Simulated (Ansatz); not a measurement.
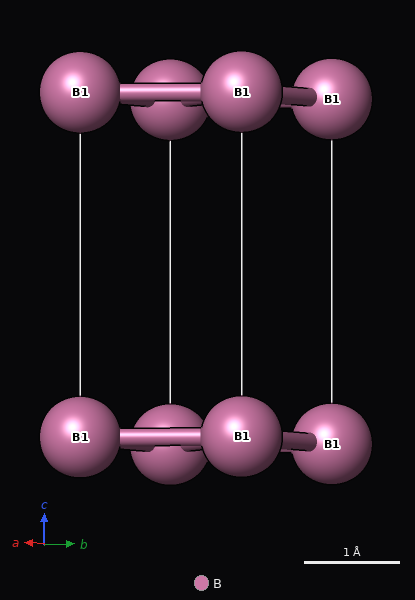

The starting point is a symmetric starting cell of B. A ball-and-stick model of the cell of the calculation, seen from a free direction.

The calculation used DFT PBEsol, scalar-relativistic, plane waves, PAW (Ansatz 0.2.0). (plane-wave cutoff 420 eV; k-point mesh 24 × 24 × 10; occupations gaussian; smearing width 0.1 eV; no spin polarisation)

Now this is done to it. The cell is strained by +2.9 % along c and +4.4 % across it (volume +12.0 %), the atoms keeping their fractional coordinates. No relaxation follows. The starting cell wasn't computed here and needn't be at equilibrium, so pressure and forces aren't due to the change alone.

Input file:
```yaml
crystal:
  lattice:
    - [1.776523485, 0.0, 0.0]
    - [-0.8882617425, 1.5385144684, 0.0]
    - [0.0, 0.0, 3.7391051097]
  atoms:
    - { symbol: B, position: [0.0, 0.0, 0.0] }
basis:
  ecutwfc: 420
kpoints:
  mp_grid: { grid: [24, 24, 10] }
hamiltonian:
  xc: pbesol
scf:
  occupations: { method: gaussian, width: 0.1 }
output:
  forces: true
  stress: true
  eigenvalues: true
```

**Predict the response.**

Some distances before and after: B–B 1.702 → 1.777 Å. The space group stays P6/mmm (No. 191). The pressure is −17.6 GPa (not all of it need come from the change, since the unchanged cell can be under pressure at this level too). The principal stresses (compression positive) are −1.0 GPa along c and −26.0 GPa across it. All forces vanish by symmetry.

The changed structure in the same view:

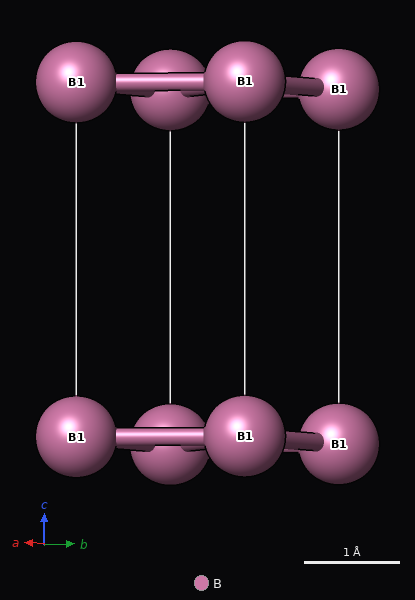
